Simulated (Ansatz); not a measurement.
## Pd: 7 runs along one coordinate

System: Pd (Fd-3m, 2 atoms in the cell).
Method: DFT, BLYP, plane waves (420 eV) with PAW, scalar-relativistic, spin-polarised (Ansatz 0.2.0).

The 7 runs differ only in the geometry, by an even scaling of the cell at fixed fractional positions.

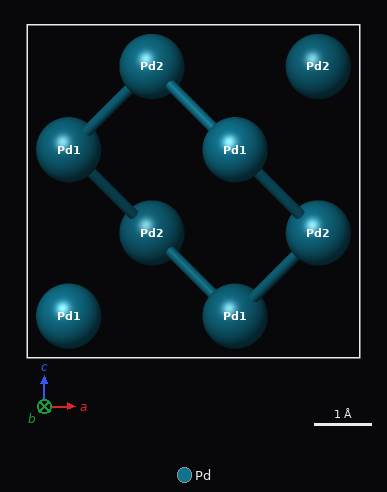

Figure 1. The structure of run 4 (ball-and-stick view of the cell 4 times as large as that of the calculation, set on its symmetry axes, along the b axis; atoms are numbered from 1 in the order of the input).

## Input of run 4
```yaml
crystal:
  lattice:
    - [0.0, 2.9645860086, 2.9645860086]
    - [2.9645860086, 0.0, 2.9645860086]
    - [2.9645860086, 2.9645860086, 0.0]
  atoms:
    - { symbol: Pd, position: [0.125, 0.125, 0.125], spin: -0.424 }
    - { symbol: Pd, position: [0.875, 0.875, 0.875], spin: -0.424 }
hamiltonian:
  xc: blyp
  pseudopotentials:
    kind: paw
    azcp:
      Pd: "pseudopotentials/Pd.paw.azcp"
basis:
  ecutwfc: 420
  fft_grid_basis: typed
kpoints:
  mp_grid: { grid: [10, 10, 10], shift: [0, 0, 0] }
magnetization:
  spin_polarized: true
scf:
  occupations: { method: fermi_dirac, width: 0.05 }
  lower_state_search: "off"
output:
  stress: true
```

Lattice vectors (Å) and fractional positions of run 4:
```
   0.000000    2.964586    2.964586
   2.964586    0.000000    2.964586
   2.964586    2.964586    0.000000
Pd  0.125000  0.125000  0.125000
Pd  0.875000  0.875000  0.875000
```

Run 3 differs from it as follows:
```diff
-    - [0.0, 2.9645860086, 2.9645860086]
-    - [2.9645860086, 0.0, 2.9645860086]
-    - [2.9645860086, 2.9645860086, 0.0]
+    - [0.0, 2.9245191239, 2.9245191239]
+    - [2.9245191239, 0.0, 2.9245191239]
+    - [2.9245191239, 2.9245191239, 0.0]
```

## Results, with one run withheld

```tsv
run	volume per atom (Å³)	free energy per atom, from the lowest run given (meV)	pressure (GPa)
1	22.928	87.13	10.16
2	23.971	35.40	5.92
3	25.013	?	?
4	26.055	0.00	0.02
5	27.097	6.58	−1.95
6	28.139	24.44	−3.47
7	29.182	50.96	−4.63
```

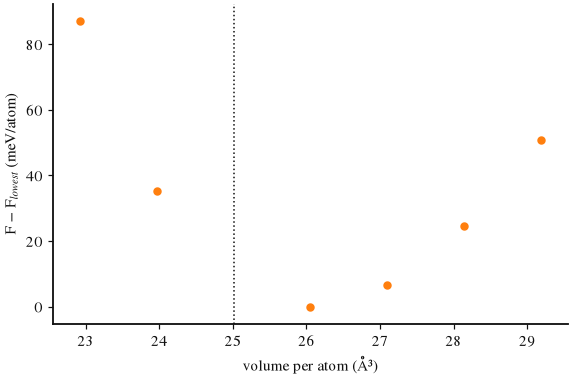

Figure 2. Free energy per atom of the runs given; the dotted line marks run 3.

Estimate the energy of run 3 from the others.

A cubic polynomial in V^(−2/3) (the Birch–Murnaghan form), fitted to the 6 runs given, misses them by at most 0.05 meV per atom. With x = V^(−2/3) − 0.11374 Å⁻², it reads F = 0.051879 − 1.0704 x + 7.9169e+05 x² + 5.0435e+06 x³ (meV per atom). At run 3 it gives 8.22 meV per atom, and the run itself gives 8.14. The slope of the fit gives a pressure −dF/dV of 2.59 GPa there, and the run prints 2.60 GPa. The fit has its minimum at 26.069 Å³ per atom, where V d²F/dV² gives 56 GPa: the bulk modulus at this level, since symmetry fixes the shape and the positions.

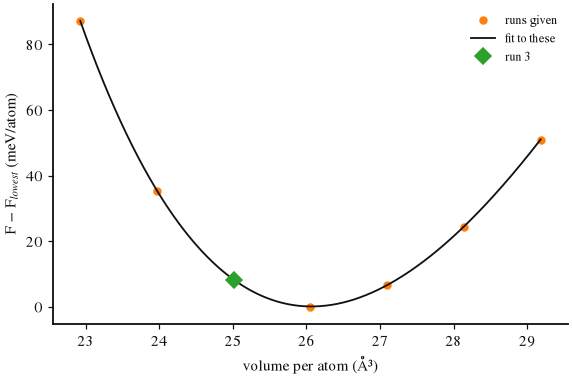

Figure 3. The fit and the withheld run.

## Output, shortened to warnings, some set-up lines, iterations and results (run 3)
```
Basis set: ecut = 420 eV, 941 PW (Γ), exchange–correlation on 60×60×60 points (8 copies of the dense FFT grid, shifted against one another)
Symmetry: 48 space group operations
k-points: 47 of 1000
Initial density: superposition of atomic densities (chi_scale 0.1, normalization cell)
[...]
SCF iter   1: F=—  HF=-13975.767732 eV  |F-HF|=—  |Δ(HF+E_count)|=         —  Δρ=6.40e-2 (↑6.40e-2 ↓6.30e-2)  dr2=9.83e0  dr2_m=4.30e-3  M=-0.863 μB ∫|m|=0.875 μB  β_m=1.00  …
SCF iter   2: F=—  HF=-13974.104573 eV  |F-HF|=—  |Δ(HF+E_count)|=    1.66e0  Δρ=3.19e-2 (↑3.19e-2 ↓2.56e-2)  dr2=2.11e0  dr2_m=6.53e-3  M=-0.986 μB ∫|m|=1.006 μB  β_m=1.00  …
SCF iter   3: F=—  HF=-13973.653000 eV  |F-HF|=—  |Δ(HF+E_count)|=   4.52e-1  Δρ=1.04e-2 (↑1.04e-2 ↓1.00e-2)  dr2=1.03e-1  dr2_m=1.01e-3  M=-0.910 μB ∫|m|=0.945 μB  β_m=0.30  …
SCF iter   4: F=—  HF=-13973.634244 eV  |F-HF|=—  |Δ(HF+E_count)|=   1.88e-2  Δρ=2.05e-3 (↑1.82e-3 ↓2.05e-3)  dr2=1.39e-3  dr2_m=1.02e-3  M=-0.891 μB ∫|m|=0.927 μB  β_m=0.30  …
SCF iter   5: F=—  HF=-13973.634340 eV  |F-HF|=—  |Δ(HF+E_count)|=   9.68e-5  Δρ=1.40e-3 (↑1.40e-3 ↓1.15e-3)  dr2=4.06e-4  dr2_m=5.46e-4  M=-0.889 μB ∫|m|=0.925 μB  β_m=0.30  …
SCF iter   6: F=—  HF=-13973.635456 eV  |F-HF|=—  |Δ(HF+E_count)|=   1.12e-3  Δρ=8.27e-4 (↑8.27e-4 ↓7.85e-4)  dr2=2.92e-6  dr2_m=2.96e-4  M=-0.887 μB ∫|m|=0.924 μB  β_m=0.30  …
SCF iter   7: F=—  HF=-13973.635613 eV  |F-HF|=—  |Δ(HF+E_count)|=   1.57e-4  Δρ=6.12e-4 (↑6.12e-4 ↓5.99e-4)  dr2=5.11e-7  dr2_m=1.68e-4  M=-0.885 μB ∫|m|=0.923 μB  β_m=0.30  …
SCF iter   8: F=—  HF=-13973.635694 eV  |F-HF|=—  |Δ(HF+E_count)|=   8.02e-5  Δρ=4.63e-4 (↑4.63e-4 ↓4.53e-4)  dr2=2.51e-7  dr2_m=9.61e-5  M=-0.884 μB ∫|m|=0.921 μB  β_m=0.65  …
SCF iter   9: F=—  HF=-13973.635883 eV  |F-HF|=—  |Δ(HF+E_count)|=   1.89e-4  Δρ=5.47e-5 (↑5.47e-5 ↓3.69e-5)  dr2=1.68e-7  dr2_m=9.47e-7  M=-0.880 μB ∫|m|=0.918 μB  β_m=0.82  …
SCF iter  10: F=—  HF=-13973.635884 eV  |F-HF|=—  |Δ(HF+E_count)|=   1.11e-6  Δρ=3.90e-5 (↑1.94e-5 ↓3.90e-5)  dr2=1.80e-6  dr2_m=4.73e-8  M=-0.879 μB ∫|m|=0.917 μB  β_m=0.82  …
SCF iter  11: F=—  HF=-13973.635884 eV  |F-HF|=—  |Δ(HF+E_count)|=   2.77e-7  Δρ=2.47e-5 (↑2.47e-5 ↓7.67e-6)  dr2=5.42e-7  dr2_m=3.74e-8  M=-0.879 μB ∫|m|=0.917 μB  β_m=0.66  …
SCF iter  12: F=-13973.635884 eV  HF=-13973.635884 eV  |F-HF|=6.05e-8  |Δ(HF+E_count)|=   9.66e-8  Δρ=9.88e-6 (↑9.88e-6 ↓2.08e-6)  dr2=7.20e-8  dr2_m=8.08e-9  M=-0.879 μB …
SCF iter  13: F=-13973.635884 eV  HF=-13973.635884 eV  |F-HF|=1.98e-9  |Δ(HF+E_count)|=   1.21e-8  Δρ=1.78e-6 (↑1.78e-6 ↓4.50e-7)  dr2=2.32e-9  dr2_m=2.46e-10  M=-0.879 μB …
SCF 1 converged in 13 iterations: F = -13973.635884 eV  dr2 = 2.32e-9
SCF converged after 13 iterations
Magnetization: -0.8791 μB (17.5604 up, 18.4396 down)
Absolute magnetization: 0.9164 μB (∫|ρ↑−ρ↓|, with the PAW one-centre terms)
Spin contamination: 0.0033 ħ² per cell (⟨S²⟩ above its minimum at these occupations)
Per-site moments (μB) at R_I (Å): [(-0.43026418576268743, 1.044741990249709), (-0.43026418576268716, 1.044741990249709)]
Free energy (F): -13973.635884 eV
Harris-Foulkes:  -13973.635884 eV  (|F-HF|=1.98e-9)
Internal energy: -13973.598277 eV  (E = F + TS)
E sigma→0 (E₀):  -13973.617080 eV
Entropy (-TS):   -0.037607 eV (-18.803 meV/atom)
Fermi energy:    10.068196 eV
--- Per-component energies (eV) ---
  E_band       = -611.217020
  E_kinetic    = 1027.979124
  E_local      = -5538.881563  (includes V_loc(G=0)·N_el)
  E_nonlocal   = 432.980510
  E_hartree    = 2267.930324
  E_xc         = -329.701858
  E_vxc        = -412.321633  (∫ρ·V_xc dr)
  E_paw        = -7537.299594  (= ΣΔE_a)
  E_vpaw       = -656.829998  (= ΣTr[D̂ρ^β])
  E_aug_tail   = 0.000379  (compensation charges beyond the density's cutoff)
  E_ewald      = -4296.779254
  E_core_change = 0.173656  (= ΣΔE_core)
  E_smearing   = -0.037607  (= −TS)
  E_closure    = 0.000000  (closes the sum)
  Σ components = -13973.635884   (vs F -13973.635884, Δ=0.00e0)
--- Stress (GPa, compression-positive) ---
        2.595344       0.000000       0.000000
        0.000000       2.595344       0.000000
       -0.000000       0.000000       2.595344
  P = ⅓ Tr σ = 2.5953 GPa (25.953 kbar)
```
